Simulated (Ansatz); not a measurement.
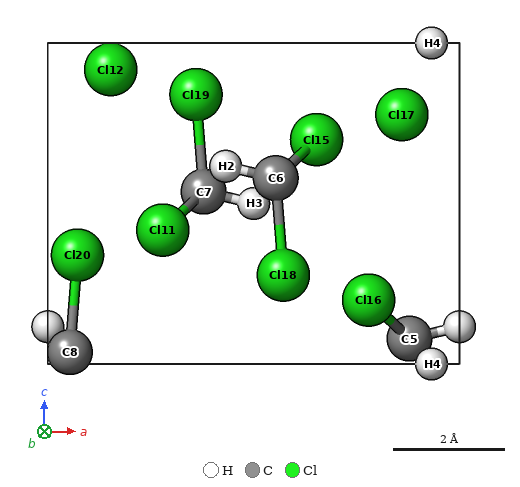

Starting structure of a crystal of HCCl3 (set up in Pnma) (coarse preliminary run). Style: ball-and-stick. Shown: the cell of the calculation (origin shifted), along the b axis.

Level of theory: DFT PBE+D3(BJ), scalar-relativistic, plane waves, PAW in Ansatz 0.2.0.

Input
```yaml
crystal:
  lattice:
    - [7.4422, 0.0, 0.0]
    - [0.0, 9.4578, 0.0]
    - [0.0, 0.0, 5.8025]
  atoms:
    - { symbol: H, position: [0.534, 0.25, 0.058] }
    - { symbol: H, position: [0.966, 0.75, 0.558] }
    - { symbol: H, position: [0.034, 0.25, 0.442] }
    - { symbol: H, position: [0.466, 0.75, 0.942] }
    - { symbol: C, position: [0.41244, 0.25, 0.02105] }
    - { symbol: C, position: [0.08756, 0.75, 0.52105] }
    - { symbol: C, position: [0.91244, 0.25, 0.47895] }
    - { symbol: C, position: [0.58756, 0.75, 0.97895] }
    - { symbol: Cl, position: [0.31322, 0.40223, 0.14097] }
    - { symbol: Cl, position: [0.18678, 0.59777, 0.64097] }
    - { symbol: Cl, position: [0.81322, 0.09777, 0.35903] }
    - { symbol: Cl, position: [0.68678, 0.90223, 0.85903] }
    - { symbol: Cl, position: [0.68678, 0.59777, 0.85903] }
    - { symbol: Cl, position: [0.81322, 0.40223, 0.35903] }
    - { symbol: Cl, position: [0.18678, 0.90223, 0.64097] }
    - { symbol: Cl, position: [0.31322, 0.09777, 0.14097] }
    - { symbol: Cl, position: [0.39393, 0.25, 0.71889] }
    - { symbol: Cl, position: [0.10607, 0.75, 0.21889] }
    - { symbol: Cl, position: [0.89393, 0.25, 0.78111] }
    - { symbol: Cl, position: [0.60607, 0.75, 0.28111] }
basis:
  ecutwfc: 420
kpoints:
  mp_grid: { grid: [4, 2, 4] }
hamiltonian:
  xc: pbe
  dispersion: d3bj
scf:
  occupations: { method: gaussian, width: 0.1 }
output:
  forces: true
  stress: true
  eigenvalues: true
relax:
  adjacent_minimum: "off"
  f_tol: 0.05
  max_steps: 70
  cell: { stress_tol: 0.5 }
```

Command:
```bash
ansatz run input.yaml --threads 4 --pin off --max-ram 9216MiB --backend cpu --events-out ev --progress --plain --runs-dir out
```

### What does the optimiser find from here?

Over 4 accepted moves (5 points after the start) the energy falls by 2.458 eV per cell of the calculation. Largest force component: 8.5 eV/Å at the start, 0.0099 eV/Å at the end. The pressure goes from 5.61 to −0.04 GPa. At 1 point the geometry stayed and the basis and grid were re-selected for the new cell (energy shift of 6.1 meV per cell of the calculation at most each time). The largest moves relative to the cell, 0.17 Å, are those of H1, H2, H3 and H4. H3 goes along [1 0 −1]. Largest moves by element: H 0.17 Å, Cl 0.04 Å, C 0.04 Å. The volume changes by +2.7 %, with a 7.442 → 7.532 Å (+1.2 %), b 9.458 → 9.557 Å (+1.1 %), c 5.803 → 5.830 Å (+0.5 %). Some distances before and after: H1–C5 0.930 → 1.092 Å, C5–Cl16 1.761 → 1.777 Å. The space group stays Pnma (No. 62).

After the run, drawn alike:

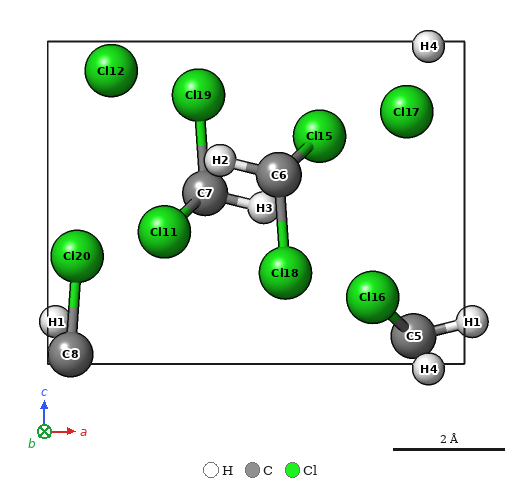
